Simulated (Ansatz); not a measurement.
```yaml
crystal:
  lattice:
    - [2.70368, 0.00000, 0.00000]
    - [0.00000, 2.70368, 0.00000]
    - [0.00000, 0.00000, 2.70368]
  atoms:
    - { symbol: As, position: [0.50000, 0.50000, 0.50000] }
```

Space group Pm-3m; a structure from a database of computed crystals, not necessarily the ambient phase; computed pressure about 2 GPa in this cell.

Method: Kohn-Sham DFT of a periodic cell, PBE, Ansatz PAW (Ansatz).

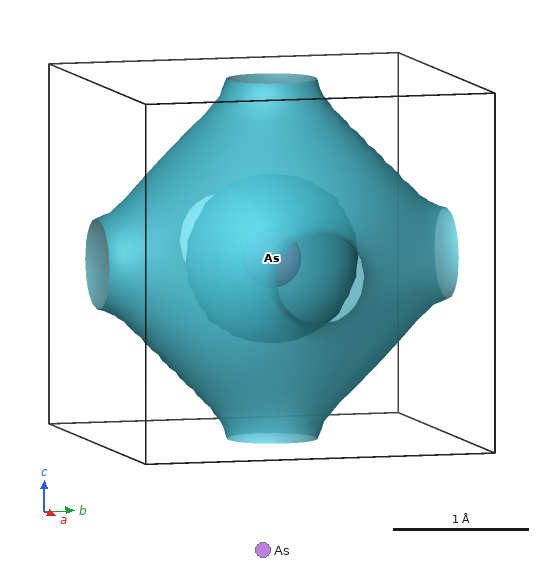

As. Isosurface of the electron localisation function at 0.55 (cyan), seen slightly off an axis. Core shells and regions of very low density are left out.

Core electrons are frozen (PAW), and the valence fields are smoothed inside the atomic spheres.

Q: Describe the localisation domains.

A: The surface consists of one network that runs through the whole crystal, counted in one cell of 1 atoms. Any copies at cell faces, edges or corners count once. There are no localised bonds or lone pairs at this value. Along the contacts the grid gives the following. As–As (2.70 Å): the ELF peaks at about 0.65 between the atoms.

Q: Does the calculation make it a metal, or give it a gap?

A: It is gapless in this calculation (a metal or semimetal).
